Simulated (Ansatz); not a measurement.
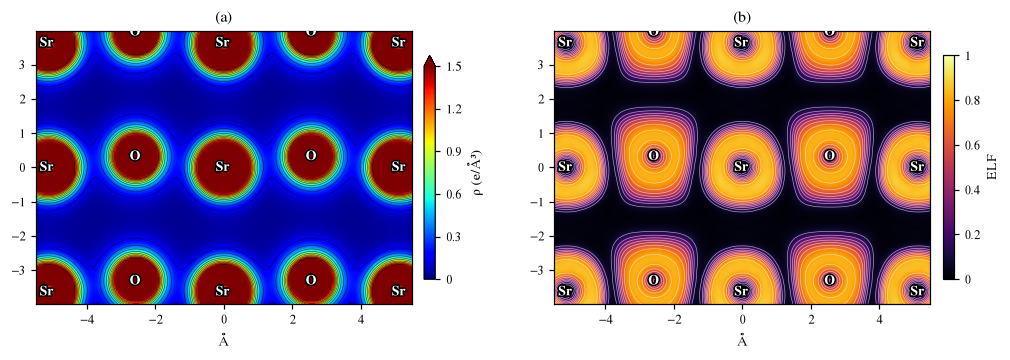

Figure 1: SrO. (a) valence charge density (pseudo); (b) ELF on the (101̄) plane of the conventional cell.

Space group Cm; changed on purpose from its base cell (atom 1 (Sr) moved by (-0.300, -0.150) A along x and y); not relaxed (largest force 1.2 eV/Å); computed pressure about 5 GPa in this cell.

Level of theory: DFT r2SCAN, scalar-relativistic, plane waves, PAW (Ansatz 0.2.0).

In a PAW calculation such maps are meaningful between the atoms, not at the nuclei.

> What do the fields say about this system?

The plane passes through Sr and O nuclei. Sr–O (2.59 Å): ρ at the midpoint is about 0.22 e/Å³; the ELF is about 0.05 at the midpoint (an ionic contact with no shared pair). Between the atoms the lowest density in this plane is 0.03 e/Å³. The features right at Sr lie inside the PAW spheres, where the map follows smoothed inner orbitals and isn't to be read closely.

> Does the calculation give a band gap?

It is gapped, with a Kohn–Sham gap of 4.1 eV on the k-point mesh (the band edges may lie off the mesh, which would make the gap smaller).
